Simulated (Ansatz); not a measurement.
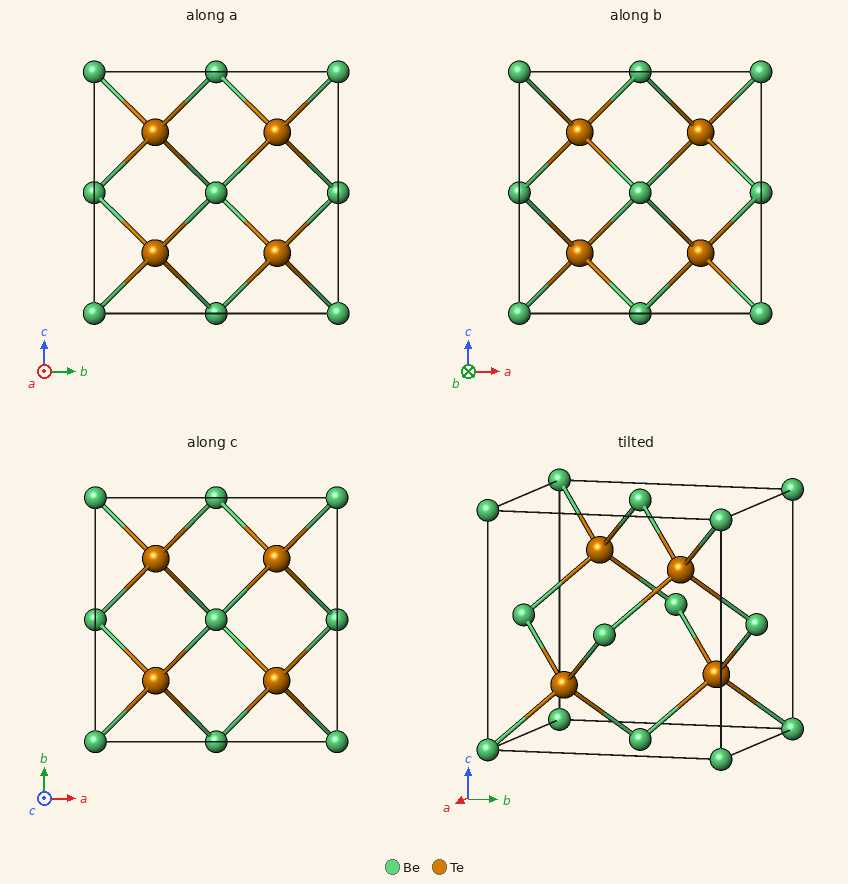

An orthographic ball-and-stick view of the structure, along the a axis, along the b axis, along the c axis and slightly off an axis. The drawn cell (a repeat of the simulation cell) is drawn as a box.

Lattice parameters: a = 5.657 Å, b = 5.714 Å, c = 5.657 Å, α = 90.00°, β = 90.00°, γ = 90.00°. Put a along x and b in the xy plane.

Question: Set out the cell and atoms as a POSCAR file.

Answer:
```
Be Te
1.0
     5.657    0.000    0.000
     0.000    5.714    0.000
     0.000    0.000    5.657
Be Te
4 4
Direct
  0.0000 0.0000 0.0000
  0.5000 0.0000 0.5000
  0.5000 0.5000 0.0000
  0.0000 0.5000 0.5000
  0.7500 0.2500 0.2500
  0.2500 0.2500 0.7500
  0.2500 0.7500 0.2500
  0.7500 0.7500 0.7500
```

The initial geometry was a structure type filled with these elements by a generator (whether the compound takes this form wasn't checked). Earlier steps of the study, as a rule a relaxation of our own, may have changed the cell and positions, so they can lie some per cent off the listed ones. It went into a calculation with Ansatz.
